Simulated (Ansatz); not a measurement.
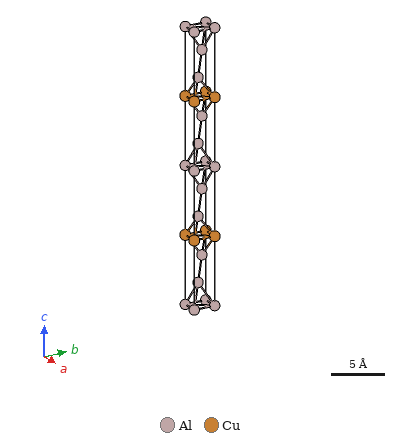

*The structure as given in the input (ball-and-stick view of the cell of the calculation, seen slightly off an axis). An atom can appear more than once, as a periodic image.*

Near neighbours in the periodic cell (some may lie outside the picture): Al has 12 Al at 2.84 to 2.86 Å; Al has 9 Al at 2.84 to 2.85 Å and 3 Cu at 2.60 Å; Cu has 6 Al at 2.60 Å and 6 Cu at 2.84 Å.

# Single-point calculation of Al5Cu

Al5Cu (P-3m1, 12 atoms in the cell), computed with DFT PBE, scalar-relativistic, plane waves, PAW, no spin polarisation (Ansatz 0.2.0).

The structure was made by a generator, so it may or may not be a known phase.

## The input
```yaml
crystal:
  lattice:
    - [2.8445970699, -2.89e-08, 0.0]
    - [-1.42229851, 2.4634933405, 0.0]
    - [0.0, 0.0, 26.7313846]
  atoms:
    - { symbol: Al, position: [0.0, 0.0, 0.0] }
    - { symbol: Al, position: [0.0, 0.0, 0.5] }
    - { symbol: Al, position: [0.3333333333, 0.6666666667, 0.4125735] }
    - { symbol: Al, position: [0.3333333333, 0.6666666667, 0.9125735] }
    - { symbol: Al, position: [0.6666666667, 0.3333333333, 0.325396] }
    - { symbol: Al, position: [0.6666666667, 0.3333333333, 0.825396] }
    - { symbol: Al, position: [0.3333333333, 0.6666666667, 0.174604] }
    - { symbol: Al, position: [0.3333333333, 0.6666666667, 0.674604] }
    - { symbol: Al, position: [0.6666666667, 0.3333333333, 0.0874265] }
    - { symbol: Al, position: [0.6666666667, 0.3333333333, 0.5874265] }
    - { symbol: Cu, position: [0.0, 0.0, 0.25] }
    - { symbol: Cu, position: [0.0, 0.0, 0.75] }
basis:
  ecutwfc: 420
kpoints:
  mp_grid: { grid: [12, 12, 1] }
hamiltonian:
  xc: pbe
scf:
  occupations: { method: gaussian, width: 0.2 }
  lower_state_search: "off"
output:
  forces: true
  stress: true
  eigenvalues: true
```

Machine: 4 threads of Arm Neoverse V2, 240 GiB of memory available, shared host.

Run as:
```bash
ansatz run input.yaml --threads 4 --pin off --max-ram 8192MiB --backend cpu --events-out ev --progress --plain --runs-dir out
```

## The program's output
```
Engine: ansatz 0.2.0, aarch64-unknown-linux-gnu
Pseudopotentials: kind: paw
Pseudopotential: Al, paw, valence charge 3, recommended cutoff 420 eV (normal), Al.paw.azcp
Pseudopotential: Cu, paw, valence charge 19, recommended cutoff 420 eV (normal), Cu.paw.azcp
Functional definition: PBE
  parameter kappa = 0.804
  parameter beta = 0.06672455060314922
  exchange = pbe_x(kappa = kappa, mu = beta*pi^2/3)
  correlation = pbe_c(beta = beta)
Crystal: 12 atoms, lattice volume = 187.324 Å³
Basis set: ecut = 420 eV, 3701 PW (Γ), exchange–correlation on 40×40×360 points (8 copies of the dense FFT grid, shifted against one another)
Bands: 46, of which v1, the nominal top of the filled ones, is band 34 counted from 1 (33 counted from 0)
Symmetry: 24 space group operations
Space group: P-3m1 (ITA 164), of the structure as read, at distance tolerance 5.7e-5 Å
k-points: 19 of 144
Non-local potential: Al, projectors of the file, l = 0: 2, l = 1: 2, l = 2: 1
Non-local potential: Cu, projectors of the file, l = 0: 3, l = 1: 2, l = 2: 3, l = 3: 1
PAW form: soft (Blöchl's): semilocal exchange-correlation on the pseudo side does not see the compensation charge
PAW one-centre angular grid: Al, 110 points (default); XC on 64 Gauss nodes
PAW one-centre angular grid: Cu, 590 points (default); XC on 64 Gauss nodes
Initial density: superposition of atomic densities (neutral atoms: chi_scale 0, normalization atom), corrected by the library's trained network
Initial wavefunctions: pseudopotential atomic-orbital guess
Functional: x = pbe(κ = 0.804, μ = 0.2195149727645171), c = pbe(β = 0.06672455060314922)
SCF iter   1: F=—  HF=-18625.854567 eV  |F-HF|=—  |Δ(HF+E_count)|=         —  Δρ=1.53e-3  dr2=4.38e-2  ethr=1.77e-3  ⟨swp⟩=7.7  Hψ=3860  notcnv=0  defer=1
preconditioner: auto → Kerker (q_TF=auto, 2.304 Å⁻¹)  [metal: Δε(μ)=0.011 eV  Ē_g=7.201 eV  σ=0.200 eV  W_gap=0.03  n_scr=18 (ndim 8)  ℏωp=19.6 eV  f_vac=0.000  D(μ)=5.28/eV (n_scr^D=18)]
SCF iter   2: F=—  HF=-18625.854829 eV  |F-HF|=—  |Δ(HF+E_count)|=   2.62e-4  Δρ=9.31e-4  dr2=2.80e-2  ethr=6.45e-5  ⟨swp⟩=1.0  Hψ=1026  notcnv=0  defer=1
SCF iter   3: F=—  HF=-18625.854585 eV  |F-HF|=—  |Δ(HF+E_count)|=   2.44e-4  Δρ=2.07e-3  dr2=5.43e-3  ethr=4.12e-5  ⟨swp⟩=2.0  Hψ=1073  notcnv=0  defer=1
SCF iter   4: F=—  HF=-18625.853491 eV  |F-HF|=—  |Δ(HF+E_count)|=   1.09e-3  Δρ=2.15e-4  dr2=1.10e-3  ethr=7.98e-6  ⟨swp⟩=2.0  Hψ=1108  notcnv=0  defer=1
SCF iter   5: F=—  HF=-18625.853441 eV  |F-HF|=—  |Δ(HF+E_count)|=   5.01e-5  Δρ=4.86e-5  dr2=4.01e-5  ethr=1.62e-6  ⟨swp⟩=1.7  Hψ=838  notcnv=0  defer=1
SCF iter   6: F=—  HF=-18625.853430 eV  |F-HF|=—  |Δ(HF+E_count)|=   1.15e-5  Δρ=1.38e-5  dr2=2.01e-6  ethr=5.89e-8  ⟨swp⟩=1.4  Hψ=805  notcnv=0  defer=1
SCF iter   7: F=-18625.853430 eV  HF=-18625.853430 eV  |F-HF|=6.61e-8  |Δ(HF+E_count)|=   1.48e-7  Δρ=3.46e-6  dr2=6.69e-8  ethr=1.47e-10  ⟨swp⟩=14.2  Hψ=3928  notcnv=0
SCF 1 converged in 7 iterations: F = -18625.853430 eV  dr2 = 6.69e-8
  greatest PAW one-centre occupation: 1.000 electrons in one spin orbital (limit 2), on the Cu atom at site 11 (counted from 0), in its partial waves of l = 0
SCF converged after 7 iterations
Free energy (F): -18625.853430 eV
Harris-Foulkes:  -18625.853430 eV  (|F-HF|=6.61e-8)
Internal energy: -18625.748628 eV  (E = F + TS)
E sigma→0 (E₀):  -18625.801029 eV
Entropy (-TS):   -0.104802 eV (-8.733 meV/atom)
Fermi energy:    9.140969 eV
--- Per-component energies (eV) ---
  E_band       = -891.641513
  E_kinetic    = 828.723231
  E_local      = -22104.929752  (includes V_loc(G=0)·N_el)
  E_nonlocal   = 880.596942
  E_hartree    = 10481.941842
  E_xc         = -577.104543
  E_vxc        = -521.576913  (∫ρ·V_xc dr)
  E_paw        = -7998.103194  (= ΣΔE_a)
  E_vpaw       = -938.322903  (= ΣTr[D̂ρ^β])
  E_aug_tail   = 0.000507  (compensation charges beyond the density's cutoff)
  E_ewald      = -136.873660
  E_smearing   = -0.104802  (= −TS)
  E_closure    = 0.000000  (closes the sum)
  Σ components = -18625.853430   (vs F -18625.853430, Δ=0.00e0)
--- Forces (eV/Å), atoms counted from 1 ---
  atom   1  Al     0.00000000     0.00000000     0.00000000
  atom   2  Al     0.00000000     0.00000000     0.00000000
  atom   3  Al     0.00000000     0.00000000    -0.02466063
  atom   4  Al     0.00000000     0.00000000    -0.02466063
  atom   5  Al     0.00000000     0.00000000     0.05793400
  atom   6  Al    -0.00000000     0.00000000     0.05793400
  atom   7  Al     0.00000000    -0.00000000    -0.05793400
  atom   8  Al     0.00000000    -0.00000000    -0.05793400
  atom   9  Al    -0.00000000     0.00000000     0.02466063
  atom  10  Al    -0.00000000     0.00000000     0.02466063
  atom  11  Cu    -0.00000000     0.00000000     0.00000000
  atom  12  Cu     0.00000000    -0.00000000     0.00000000
  max |Σ_I F_I| component: 1.62e-17 eV/Å
--- Stress (GPa, compression-positive) ---
        0.341180      -0.000000       0.000000
       -0.000000       0.341180      -0.000000
        0.000000       0.000000      -0.583775
  P = ⅓ Tr σ = 0.0329 GPa (0.329 kbar)
--- Band table (eV; the first three rows and the last of 19) ---
  k-point 0: bands = ["-104.1120", "-104.1120", "-61.5783", "-61.5783", "-61.4166", "-61.4166", "-61.4166", "-61.4166", "-1.9143", "-1.8023", "-1.5753", "-1.2005", "-0.8714", "-0.1859", "0.2249", "1.2494", "1.6725", "3.0953", "3.3354", "4.6187", "5.1791", "5.2065", "5.7428", "5.7428", "5.7428", "5.7428", "6.0400", "6.0400", "6.0400", "6.0400", "6.5292", "7.8727", "8.8954", "10.8366", "11.7293", "14.0883", "14.8866", "17.5081", "18.2994", "20.1758", "20.1758", "20.2084", "20.2084", "20.2105", "20.2105", "20.2544"]
  k-point 1: bands = ["-104.1119", "-104.1119", "-61.5781", "-61.5781", "-61.4181", "-61.4181", "-61.4170", "-61.4170", "-1.7449", "-1.6337", "-1.4055", "-1.0339", "-0.7017", "-0.0227", "0.3944", "1.4066", "1.8415", "3.2385", "3.4962", "4.7108", "5.2326", "5.2599", "5.7026", "5.7117", "5.7903", "5.7903", "5.9973", "6.0284", "6.0284", "6.1059", "6.6343", "8.0713", "9.0232", "11.0060", "11.8556", "14.2275", "14.9909", "17.4501", "17.5232", "17.5617", "17.9736", "18.1051", "18.3753", "18.6105", "18.6561", "18.8587"]
  k-point 2: bands = ["-104.1116", "-104.1116", "-61.5777", "-61.5777", "-61.4220", "-61.4220", "-61.4180", "-61.4180", "-1.2382", "-1.1293", "-0.8986", "-0.5357", "-0.1955", "0.4642", "0.8995", "1.8726", "2.3444", "3.6493", "3.9657", "4.9402", "5.3327", "5.3777", "5.6084", "5.6380", "5.9108", "5.9108", "5.9308", "6.0096", "6.0096", "6.4076", "6.9728", "8.6145", "9.4087", "11.4720", "12.2067", "14.1250", "14.5123", "14.6411", "14.9703", "15.0120", "15.5737", "15.6147", "16.0139", "16.6966", "17.1896", "17.3124"]
  k-point 18: bands = ["-104.1100", "-104.1100", "-61.5756", "-61.5756", "-61.4320", "-61.4320", "-61.4320", "-61.4320", "4.9156", "4.9156", "4.9186", "4.9186", "5.0049", "5.0136", "5.1820", "5.1820", "5.1869", "5.1869", "6.0781", "6.1163", "6.1163", "6.1355", "6.1355", "6.2615", "6.5048", "6.8119", "6.8119", "6.8479", "6.9510", "6.9510", "7.4930", "7.4930", "7.6396", "7.7439", "7.7439", "7.9461", "8.3758", "8.4236", "9.1501", "9.1501", "9.7360", "9.7360", "10.3019", "10.3019", "10.4993", "11.0422"]
```

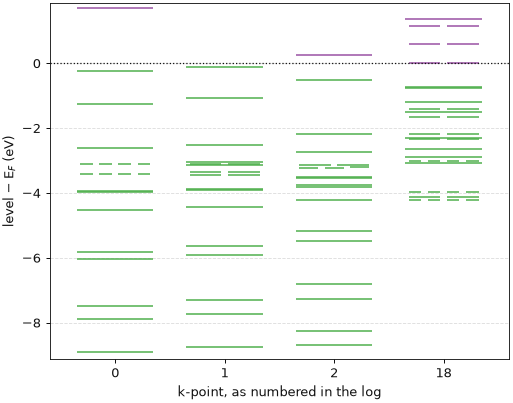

*Kohn–Sham levels near the Fermi level (dotted) at the few k-points that the log prints; levels within 0.02 eV of each other stand side by side.*

The system is metallic on the full mesh.

## Key numbers

```json
{"quantity": "outcome", "value": "converged"}
{"quantity": "space group (tolerance 0.01 Å)", "value": "P-3m1 (164)"}
{"quantity": "electrons treated", "value": "68"}
{"quantity": "free energy", "value": "−18625.8534 eV"}
{"quantity": "Fermi energy", "value": "9.141 eV"}
{"quantity": "gap on the k-point mesh", "value": "none (metallic)"}
{"quantity": "pressure", "value": "0.03 GPa"}
{"quantity": "largest force (length of the vector)", "value": "0.058 eV/Å"}
{"quantity": "wall time", "value": "2.5 s (CPU time 9.2 s)"}
{"quantity": "peak memory", "value": "0.59 GiB"}
```
